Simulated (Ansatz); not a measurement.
# Residual resistivity of an alloy: Mo(100) with 4 layers of random Mo-W, 2x2, part 2 of 2

Aim: the residual resistivity of a random alloy, from Mo(100) with 4 layers of random Mo-W, 2x2 and longer regions.

Ansatz 0.2.0; Ansatz plane-wave DFT, PBE, PAW files; ballistic transport by layer matching (Landauer), zero bias; PAW set soft_1.

So far. Step 2 (With 4 alloy layers): Over the solved energies the transmission per spin lies between 6.26 and 6.54, out of 6.76 channels of the lead on average (up to 6.91).

## Step 3: With 8 alloy layers

System of this step: Mo(100) with 8 layers of random Mo-W, 2x2. The cell holds 72 atoms: 64 Mo and 8 W. Its edges and angles: a = 6.294 Å, b = 6.294 Å, c = 28.323 Å, α = 90.0°, β = 90.0°, γ = 90.0°. It derives from Mo. Regions: lead, 40 atoms (40 Mo); scattering region, 32 atoms (24 Mo and 8 W). The structure is stacked along c, and the current runs across the ab planes.

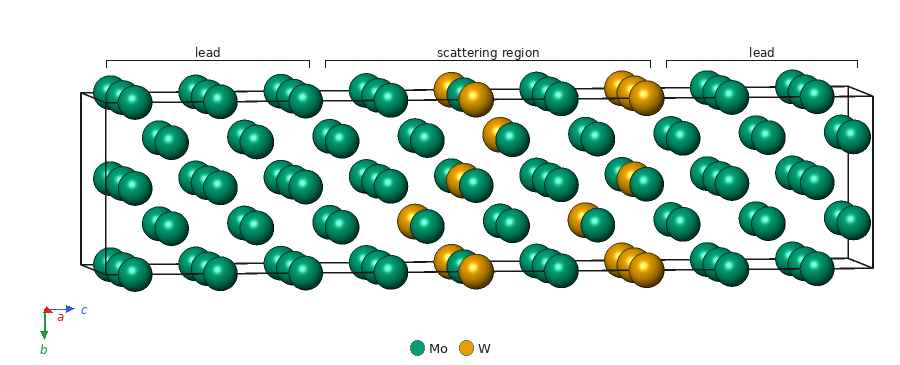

The cell of this step (molybdenum teal, tungsten orange). Some periodic images of atoms are drawn too.

Contents of input.yaml:

```yaml
crystal:
  lattice:
    - [6.294, 0.0, 0.0]
    - [0.0, 6.294, 0.0]
    - [0.0, 0.0, 28.323]
  atoms:
    - { symbol: Mo, position: [0.0, 0.0, 0.0277777778] }
    - { symbol: Mo, position: [0.0, 0.5, 0.0277777778] }
    - { symbol: Mo, position: [0.5, 0.0, 0.0277777778] }
    - { symbol: Mo, position: [0.5, 0.5, 0.0277777778] }
    - { symbol: Mo, position: [0.25, 0.25, 0.0833333333] }
    - { symbol: Mo, position: [0.25, 0.75, 0.0833333333] }
    - { symbol: Mo, position: [0.75, 0.25, 0.0833333333] }
    - { symbol: Mo, position: [0.75, 0.75, 0.0833333333] }
    - { symbol: Mo, position: [0.0, 0.0, 0.1388888889] }
    - { symbol: Mo, position: [0.0, 0.5, 0.1388888889] }
    - { symbol: Mo, position: [0.5, 0.0, 0.1388888889] }
    - { symbol: Mo, position: [0.5, 0.5, 0.1388888889] }
    - { symbol: Mo, position: [0.25, 0.25, 0.1944444444] }
    - { symbol: Mo, position: [0.25, 0.75, 0.1944444444] }
    - { symbol: Mo, position: [0.75, 0.25, 0.1944444444] }
    - { symbol: Mo, position: [0.75, 0.75, 0.1944444444] }
    - { symbol: Mo, position: [0.0, 0.0, 0.25] }
    - { symbol: Mo, position: [0.0, 0.5, 0.25] }
    - { symbol: Mo, position: [0.5, 0.0, 0.25] }
    - { symbol: Mo, position: [0.5, 0.5, 0.25] }
    - { symbol: Mo, position: [0.25, 0.25, 0.3055555556] }
    - { symbol: Mo, position: [0.25, 0.75, 0.3055555556] }
    - { symbol: Mo, position: [0.75, 0.25, 0.3055555556] }
    - { symbol: Mo, position: [0.75, 0.75, 0.3055555556] }
    - { symbol: Mo, position: [0.0, 0.0, 0.3611111111] }
    - { symbol: Mo, position: [0.0, 0.5, 0.3611111111] }
    - { symbol: Mo, position: [0.5, 0.0, 0.3611111111] }
    - { symbol: Mo, position: [0.5, 0.5, 0.3611111111] }
    - { symbol: Mo, position: [0.25, 0.25, 0.4166666667] }
    - { symbol: W, position: [0.25, 0.75, 0.4166666667] }
    - { symbol: Mo, position: [0.75, 0.25, 0.4166666667] }
    - { symbol: Mo, position: [0.75, 0.75, 0.4166666667] }
    - { symbol: W, position: [0.0, 0.0, 0.4722222222] }
    - { symbol: Mo, position: [0.0, 0.5, 0.4722222222] }
    - { symbol: Mo, position: [0.5, 0.0, 0.4722222222] }
    - { symbol: W, position: [0.5, 0.5, 0.4722222222] }
    - { symbol: W, position: [0.25, 0.25, 0.5277777778] }
    - { symbol: Mo, position: [0.25, 0.75, 0.5277777778] }
    - { symbol: Mo, position: [0.75, 0.25, 0.5277777778] }
    - { symbol: Mo, position: [0.75, 0.75, 0.5277777778] }
    - { symbol: Mo, position: [0.0, 0.0, 0.5833333333] }
    - { symbol: Mo, position: [0.0, 0.5, 0.5833333333] }
    - { symbol: Mo, position: [0.5, 0.0, 0.5833333333] }
    - { symbol: Mo, position: [0.5, 0.5, 0.5833333333] }
    - { symbol: Mo, position: [0.25, 0.25, 0.6388888889] }
    - { symbol: W, position: [0.25, 0.75, 0.6388888889] }
    - { symbol: Mo, position: [0.75, 0.25, 0.6388888889] }
    - { symbol: Mo, position: [0.75, 0.75, 0.6388888889] }
    - { symbol: W, position: [0.0, 0.0, 0.6944444444] }
    - { symbol: Mo, position: [0.0, 0.5, 0.6944444444] }
    - { symbol: W, position: [0.5, 0.0, 0.6944444444] }
    - { symbol: W, position: [0.5, 0.5, 0.6944444444] }
    - { symbol: Mo, position: [0.25, 0.25, 0.75] }
    - { symbol: Mo, position: [0.25, 0.75, 0.75] }
    - { symbol: Mo, position: [0.75, 0.25, 0.75] }
    - { symbol: Mo, position: [0.75, 0.75, 0.75] }
    - { symbol: Mo, position: [0.0, 0.0, 0.8055555556] }
    - { symbol: Mo, position: [0.0, 0.5, 0.8055555556] }
    - { symbol: Mo, position: [0.5, 0.0, 0.8055555556] }
    - { symbol: Mo, position: [0.5, 0.5, 0.8055555556] }
    - { symbol: Mo, position: [0.25, 0.25, 0.8611111111] }
    - { symbol: Mo, position: [0.25, 0.75, 0.8611111111] }
    - { symbol: Mo, position: [0.75, 0.25, 0.8611111111] }
    - { symbol: Mo, position: [0.75, 0.75, 0.8611111111] }
    - { symbol: Mo, position: [0.0, 0.0, 0.9166666667] }
    - { symbol: Mo, position: [0.0, 0.5, 0.9166666667] }
    - { symbol: Mo, position: [0.5, 0.0, 0.9166666667] }
    - { symbol: Mo, position: [0.5, 0.5, 0.9166666667] }
    - { symbol: Mo, position: [0.25, 0.25, 0.9722222222] }
    - { symbol: Mo, position: [0.25, 0.75, 0.9722222222] }
    - { symbol: Mo, position: [0.75, 0.25, 0.9722222222] }
    - { symbol: Mo, position: [0.75, 0.75, 0.9722222222] }
kpoints:
  mp_grid: { grid: [4, 4, 1] }
hamiltonian:
  xc: pbe
  pseudopotentials: { kind: paw, azcp: { folder: soft_1 } }
scf:
  occupations: { method: fermi_dirac, width: 0.1 }
output:
  transmission: { leads: [[0, 4]], kmesh: [8, 8], e_range: [-0.05, 0.05], de: 0.05 }
  write_potential: true
  write_density: true
  volumetric_format: npy
```

Command:

```sh
$ ansatz run input.yaml --threads 4 --pin off --max-ram 15360MiB --backend cpu --events-out ev --progress --plain --runs-dir out
```

Numbers of over 12 decimals in the logs are rounded to 6 here.

Log:

```text
[...]
Crystal: 72 atoms, lattice volume = 1122.000 Å³
Basis set: ecut = 420 eV, 21955 PW (Γ)
Bands: 605, of which v1, the nominal top of the filled ones, is band 504 counted from 1 (503 counted from 0)
Symmetry: 1 space group operations
[...]
k-points: 10 of 16 (time reversal used)
[...]
SCF iter   1: F=—  HF=-400316.752083 eV  |F-HF|=—  |Δ(HF+E_count)|=         —  Δρ=1.03e-1  dr2=1.25e2  ethr=3.10e-3  ⟨swp⟩=4.5  Hψ=22567  notcnv=0
[...]
SCF iter   9: F=-400275.316906 eV  HF=-400275.316906 eV  |F-HF|=1.17e-8  |Δ(HF+E_count)|=   1.36e-8  Δρ=5.53e-7  dr2=1.32e-8  ethr=9.92e-12  ⟨swp⟩=6.9  Hψ=13896  notcnv=0
SCF 1 converged in 9 iterations: F = -400275.316906 eV  dr2 = 1.32e-8
[...]
transmission: 192 of 1904 steps passed
transmission: 381 of 1904 steps passed
[...]
transmission: 1904 of 1904 steps passed
SCF converged after 9 iterations
Free energy (F): -400275.316906 eV
[...]
Internal energy: -400273.740925 eV  (E = F + TS)
E sigma→0 (E₀):  -400274.528915 eV
Entropy (-TS):   -1.575981 eV (-21.889 meV/atom)
Fermi energy:    21.302312 eV
[...]
--- Band table (eV; the first three rows and the last of 10) ---
  k-point 0: bands = [... 500 lower, 21.1409, 21.1546, 21.1560, 21.1608, 21.1628, 21.1790, 21.1841, 21.1865, ... 97 higher]
  k-point 1: bands = [... 500 lower, 21.2512, 21.2577, 21.3170, 21.3469, 21.3620, 21.3644, 21.3709, 21.3776, ... 97 higher]
  k-point 2: bands = [... 500 lower, 21.2339, 21.2396, 21.2467, 21.2530, 21.4345, 21.4451, 21.4853, 21.5031, ... 97 higher]
  k-point 9: bands = [... 500 lower, 20.5549, 20.5644, 20.5830, 20.5932, 21.6079, 21.6292, 21.6557, 21.6742, ... 97 higher]
--- Transmission ---
  basis      : 349 plane waves across, 56 finite elements along
  points     : 34, standing for a mesh of 8 x 8
[...]
channels       : 6.593750e0 a spin
[...]
slowest decay  : 0.0402 /Å at (0.5000, 0.3750)
  junction   : crystal 0 to crystal 0, 2.27 to 29.02 Å
    transmission   : 6.091530e0 a spin
[...]
```

The job ended after 14 min (4 threads of Arm Neoverse V2, shared host; peak memory 8.1 GiB).

This step gave:

- free energy: -400275.3169 eV
- energy at zero smearing: -400274.5289 eV
- Fermi energy: 21.30 eV
- transmission per spin nearest the Fermi level: 6.092
- open channels per spin nearest the Fermi level: 6.594
- step of the lead's potential: 1.9 meV

Per spin. Table of transmission, zone mean by energy, zero at the Fermi level:

| energy (eV) | transmission, zone mean |
| --- | --- |
| -0.0500 | 6.08 |
| 0.0000 | 6.09 |
| 0.0500 | 6.04 |

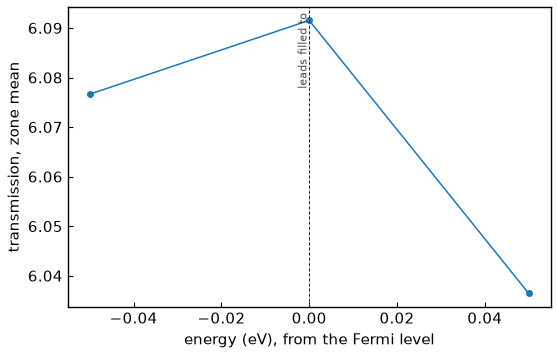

Transmission, zone mean against energy.

Over the solved energies the transmission per spin lies between 6.04 and 6.09, out of 6.59 channels of the lead on average (up to 6.66).

## Step 4: With 12 alloy layers

System of this step: Mo(100) with 12 layers of random Mo-W, 2x2. The cell holds 88 atoms: 76 Mo and 12 W. Cell: a = 6.294 Å, b = 6.294 Å, c = 34.617 Å, α = 90.0°, β = 90.0°, γ = 90.0°. It derives from Mo. Regions: lead, 40 atoms (40 Mo); scattering region, 48 atoms (36 Mo and 12 W). The structure is stacked along c, and the current runs across the ab planes.

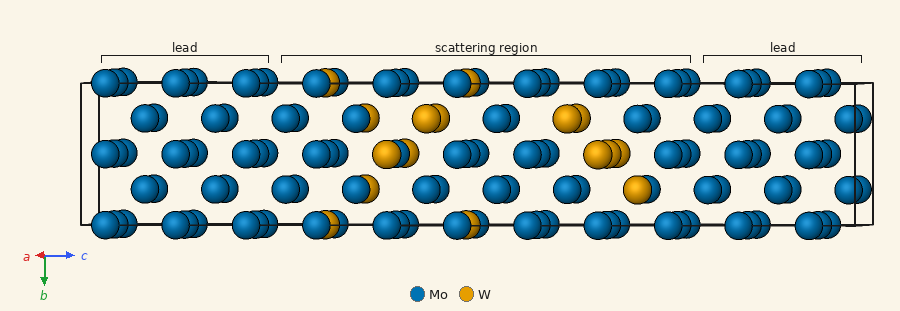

The cell of this step (molybdenum blue, tungsten orange). Some periodic images of atoms are drawn too.

Contents of input.yaml:

```yaml
crystal:
  lattice:
    - [6.294, 0.0, 0.0]
    - [0.0, 6.294, 0.0]
    - [0.0, 0.0, 34.617]
  atoms:
    - { symbol: Mo, position: [0.0, 0.0, 0.0227272727] }
    - { symbol: Mo, position: [0.0, 0.5, 0.0227272727] }
    - { symbol: Mo, position: [0.5, 0.0, 0.0227272727] }
    - { symbol: Mo, position: [0.5, 0.5, 0.0227272727] }
    - { symbol: Mo, position: [0.25, 0.25, 0.0681818182] }
    - { symbol: Mo, position: [0.25, 0.75, 0.0681818182] }
    - { symbol: Mo, position: [0.75, 0.25, 0.0681818182] }
    - { symbol: Mo, position: [0.75, 0.75, 0.0681818182] }
    - { symbol: Mo, position: [0.0, 0.0, 0.1136363636] }
    - { symbol: Mo, position: [0.0, 0.5, 0.1136363636] }
    - { symbol: Mo, position: [0.5, 0.0, 0.1136363636] }
    - { symbol: Mo, position: [0.5, 0.5, 0.1136363636] }
    - { symbol: Mo, position: [0.25, 0.25, 0.1590909091] }
    - { symbol: Mo, position: [0.25, 0.75, 0.1590909091] }
    - { symbol: Mo, position: [0.75, 0.25, 0.1590909091] }
    - { symbol: Mo, position: [0.75, 0.75, 0.1590909091] }
    - { symbol: Mo, position: [0.0, 0.0, 0.2045454545] }
    - { symbol: Mo, position: [0.0, 0.5, 0.2045454545] }
    - { symbol: Mo, position: [0.5, 0.0, 0.2045454545] }
    - { symbol: Mo, position: [0.5, 0.5, 0.2045454545] }
    - { symbol: Mo, position: [0.25, 0.25, 0.25] }
    - { symbol: Mo, position: [0.25, 0.75, 0.25] }
    - { symbol: Mo, position: [0.75, 0.25, 0.25] }
    - { symbol: Mo, position: [0.75, 0.75, 0.25] }
    - { symbol: Mo, position: [0.0, 0.0, 0.2954545455] }
    - { symbol: Mo, position: [0.0, 0.5, 0.2954545455] }
    - { symbol: W, position: [0.5, 0.0, 0.2954545455] }
    - { symbol: Mo, position: [0.5, 0.5, 0.2954545455] }
    - { symbol: W, position: [0.25, 0.25, 0.3409090909] }
    - { symbol: W, position: [0.25, 0.75, 0.3409090909] }
    - { symbol: Mo, position: [0.75, 0.25, 0.3409090909] }
    - { symbol: Mo, position: [0.75, 0.75, 0.3409090909] }
    - { symbol: Mo, position: [0.0, 0.0, 0.3863636364] }
    - { symbol: W, position: [0.0, 0.5, 0.3863636364] }
    - { symbol: Mo, position: [0.5, 0.0, 0.3863636364] }
    - { symbol: Mo, position: [0.5, 0.5, 0.3863636364] }
    - { symbol: W, position: [0.25, 0.25, 0.4318181818] }
    - { symbol: Mo, position: [0.25, 0.75, 0.4318181818] }
    - { symbol: W, position: [0.75, 0.25, 0.4318181818] }
    - { symbol: Mo, position: [0.75, 0.75, 0.4318181818] }
    - { symbol: Mo, position: [0.0, 0.0, 0.4772727273] }
    - { symbol: Mo, position: [0.0, 0.5, 0.4772727273] }
    - { symbol: W, position: [0.5, 0.0, 0.4772727273] }
    - { symbol: Mo, position: [0.5, 0.5, 0.4772727273] }
    - { symbol: Mo, position: [0.25, 0.25, 0.5227272727] }
    - { symbol: Mo, position: [0.25, 0.75, 0.5227272727] }
    - { symbol: Mo, position: [0.75, 0.25, 0.5227272727] }
    - { symbol: Mo, position: [0.75, 0.75, 0.5227272727] }
    - { symbol: Mo, position: [0.0, 0.0, 0.5681818182] }
    - { symbol: Mo, position: [0.0, 0.5, 0.5681818182] }
    - { symbol: Mo, position: [0.5, 0.0, 0.5681818182] }
    - { symbol: Mo, position: [0.5, 0.5, 0.5681818182] }
    - { symbol: W, position: [0.25, 0.25, 0.6136363636] }
    - { symbol: Mo, position: [0.25, 0.75, 0.6136363636] }
    - { symbol: W, position: [0.75, 0.25, 0.6136363636] }
    - { symbol: Mo, position: [0.75, 0.75, 0.6136363636] }
    - { symbol: Mo, position: [0.0, 0.0, 0.6590909091] }
    - { symbol: W, position: [0.0, 0.5, 0.6590909091] }
    - { symbol: Mo, position: [0.5, 0.0, 0.6590909091] }
    - { symbol: W, position: [0.5, 0.5, 0.6590909091] }
    - { symbol: Mo, position: [0.25, 0.25, 0.7045454545] }
    - { symbol: Mo, position: [0.25, 0.75, 0.7045454545] }
    - { symbol: Mo, position: [0.75, 0.25, 0.7045454545] }
    - { symbol: W, position: [0.75, 0.75, 0.7045454545] }
    - { symbol: Mo, position: [0.0, 0.0, 0.75] }
    - { symbol: Mo, position: [0.0, 0.5, 0.75] }
    - { symbol: Mo, position: [0.5, 0.0, 0.75] }
    - { symbol: Mo, position: [0.5, 0.5, 0.75] }
    - { symbol: Mo, position: [0.25, 0.25, 0.7954545455] }
    - { symbol: Mo, position: [0.25, 0.75, 0.7954545455] }
    - { symbol: Mo, position: [0.75, 0.25, 0.7954545455] }
    - { symbol: Mo, position: [0.75, 0.75, 0.7954545455] }
    - { symbol: Mo, position: [0.0, 0.0, 0.8409090909] }
    - { symbol: Mo, position: [0.0, 0.5, 0.8409090909] }
    - { symbol: Mo, position: [0.5, 0.0, 0.8409090909] }
    - { symbol: Mo, position: [0.5, 0.5, 0.8409090909] }
    - { symbol: Mo, position: [0.25, 0.25, 0.8863636364] }
    - { symbol: Mo, position: [0.25, 0.75, 0.8863636364] }
    - { symbol: Mo, position: [0.75, 0.25, 0.8863636364] }
    - { symbol: Mo, position: [0.75, 0.75, 0.8863636364] }
    - { symbol: Mo, position: [0.0, 0.0, 0.9318181818] }
    - { symbol: Mo, position: [0.0, 0.5, 0.9318181818] }
    - { symbol: Mo, position: [0.5, 0.0, 0.9318181818] }
    - { symbol: Mo, position: [0.5, 0.5, 0.9318181818] }
    - { symbol: Mo, position: [0.25, 0.25, 0.9772727273] }
    - { symbol: Mo, position: [0.25, 0.75, 0.9772727273] }
    - { symbol: Mo, position: [0.75, 0.25, 0.9772727273] }
    - { symbol: Mo, position: [0.75, 0.75, 0.9772727273] }
kpoints:
  mp_grid: { grid: [4, 4, 1] }
hamiltonian:
  xc: pbe
  pseudopotentials: { kind: paw, azcp: { folder: soft_1 } }
scf:
  occupations: { method: fermi_dirac, width: 0.1 }
output:
  transmission: { leads: [[0, 4]], kmesh: [8, 8], e_range: [-0.05, 0.05], de: 0.05 }
  write_potential: true
  write_density: true
  volumetric_format: npy
```

Log:

```text
[...]
Crystal: 88 atoms, lattice volume = 1371.333 Å³
Basis set: ecut = 420 eV, 26839 PW (Γ)
Bands: 740, of which v1, the nominal top of the filled ones, is band 616 counted from 1 (615 counted from 0)
Symmetry: 1 space group operations
[...]
k-points: 10 of 16 (time reversal used)
[...]
SCF iter   1: F=—  HF=-501341.338645 eV  |F-HF|=—  |Δ(HF+E_count)|=         —  Δρ=1.02e-1  dr2=1.62e2  ethr=3.10e-3  ⟨swp⟩=4.6  Hψ=27522  notcnv=0
[...]
SCF iter   9: F=-501291.451952 eV  HF=-501291.451952 eV  |F-HF|=1.83e-8  |Δ(HF+E_count)|=   7.57e-9  Δρ=5.31e-7  dr2=2.03e-8  ethr=8.12e-12  ⟨swp⟩=6.8  Hψ=17054  notcnv=0
SCF 1 converged in 9 iterations: F = -501291.451952 eV  dr2 = 2.03e-8
[...]
transmission: 228 of 2278 steps passed
transmission: 456 of 2278 steps passed
[...]
transmission: 2278 of 2278 steps passed
SCF converged after 9 iterations
Free energy (F): -501291.451952 eV
[...]
Internal energy: -501289.412545 eV  (E = F + TS)
E sigma→0 (E₀):  -501290.432248 eV
Entropy (-TS):   -2.039407 eV (-23.175 meV/atom)
Fermi energy:    21.364812 eV
[...]
--- Band table (eV; the first three rows and the last of 10) ---
  k-point 0: bands = [... 612 lower, 21.2932, 21.2952, 21.2997, 21.3036, 21.3057, 21.3184, 21.4315, 21.4403, ... 120 higher]
  k-point 1: bands = [... 612 lower, 21.3033, 21.3053, 21.3419, 21.3475, 21.3533, 21.3597, 21.3731, 21.3763, ... 120 higher]
  k-point 2: bands = [... 612 lower, 21.3096, 21.3274, 21.3635, 21.3714, 21.4756, 21.4937, 21.5556, 21.5827, ... 120 higher]
  k-point 9: bands = [... 612 lower, 20.6001, 20.6085, 20.6240, 20.6321, 21.6514, 21.6672, 21.6896, 21.7047, ... 120 higher]
--- Transmission ---
  basis      : 349 plane waves across, 67 finite elements along
  points     : 34, standing for a mesh of 8 x 8
[...]
channels       : 6.593750e0 a spin
[...]
slowest decay  : 0.0443 /Å at (0.3750, 0.5000)
  junction   : crystal 0 to crystal 0, 0.70 to 33.74 Å
    transmission   : 5.795859e0 a spin
[...]
```

The job ended after 21 min (4 threads; peak memory 8.3 GiB; 79 min of CPU time).

This step gave:

```yaml
free_energy: -501291.4520 eV
energy_at_zero_smearing: -501290.4322 eV
fermi_energy: 21.36 eV
transmission_per_spin_nearest_the_fermi_level: 5.796
step_of_the_lead_s_potential: 1.1 meV
```

Per spin. The transmission, zone mean by energy, zero at the Fermi level:

| energy (eV) | transmission, zone mean |
| --- | --- |
| -0.0500 | 5.83 |
| 0.0000 | 5.80 |
| 0.0500 | 5.89 |

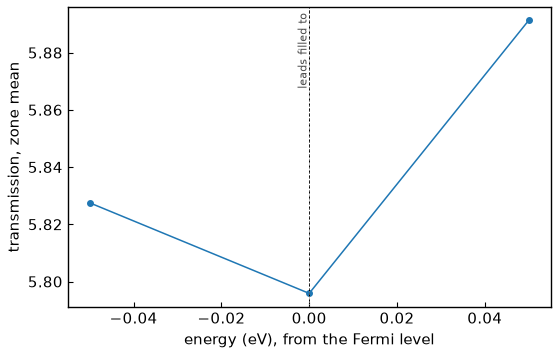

Transmission, zone mean against energy.

Over the solved energies the transmission per spin lies between 5.80 and 5.89, out of 6.64 channels of the lead on average (up to 6.78).

## Step 5: The fit

This step: Ansatz plane-wave DFT, PBE, PAW files; ballistic transport by layer matching (Landauer), zero bias; residual resistivity from the slope of the area resistance, atoms on the host's lattice; PAW set soft_1 (Ansatz 0.2.0).

This step gave:

* resistivity: 5.283 µΩ cm
* intercept: 0.003862 fΩ m²
* scatter about the fit: 0.002267 fΩ m²

Resistance, by row:

| run | length (Å) | T | channels N | RA (fΩ m²) |
| --- | --- | --- | --- | --- |
| n4 | 6.294 | 6.431 | 6.76 | 0.03871 |
| n8 | 12.59 | 6.068 | 6.594 | 0.06716 |
| n12 | 18.88 | 5.838 | 6.635 | 0.1052 |

Table of area resistance by length of the alloy:

| length of the alloy (Å) | area resistance (fΩ m²) |
| --- | --- |
| 6.29 | 0.0387 |
| 12.59 | 0.0672 |
| 18.88 | 0.105 |

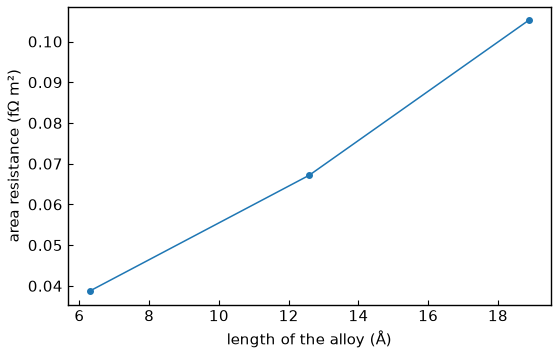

Area resistance against length of the alloy.

The area resistance goes from 0.039 to 0.11 fΩ m² between 6.3 and 18.9 Å, a slope of 5.3 µΩ cm.

By hand from the end points: (0.1052 − 0.03871) fΩ m² / (18.88 − 6.29) Å = 5.3 µΩ cm, since 1 fΩ m² per Å is 1000 µΩ cm.

## Step 6: What came out

```yaml
resistivity_from_the_slope: 5.28 µΩ cm
area_resistance_over_6p29_a: 0.0387 fΩ m²
area_resistance_over_12p6_a: 0.0672 fΩ m²
area_resistance_over_18p9_a: 0.105 fΩ m²
```

What this shows: The slope gives 5.3 µΩ cm. The points scatter by 0.0023 fΩ m² about the line, with one random draw a length in a 2x2 cell, so the slope is a rough value. The lead's own channel count moves between the runs (6.76, 6.59 and 6.64), which shifts RA and the slope too. Read with a model of isotropic scattering on a spherical Fermi surface and the lead's 1.3×10¹⁵ S/m², this slope means a mean free path near 126 Å; over these lengths the model's slope is 1.17 times its bulk resistivity, which would be 4.5 µΩ cm. The atoms sit on the host's lattice, so scattering by size misfit is left out. Spin-orbit coupling is left out, which matters for W.

[Logs are printed without paths, hosts, clocks, repeated set-up lines and the standing remarks that a program may print on its own settings, such as how far it seeks lower states.]

[Hosts, paths, dates, database ids (printed as entryN), source tags and the programs' standing remarks are cut or masked in the printed files.]
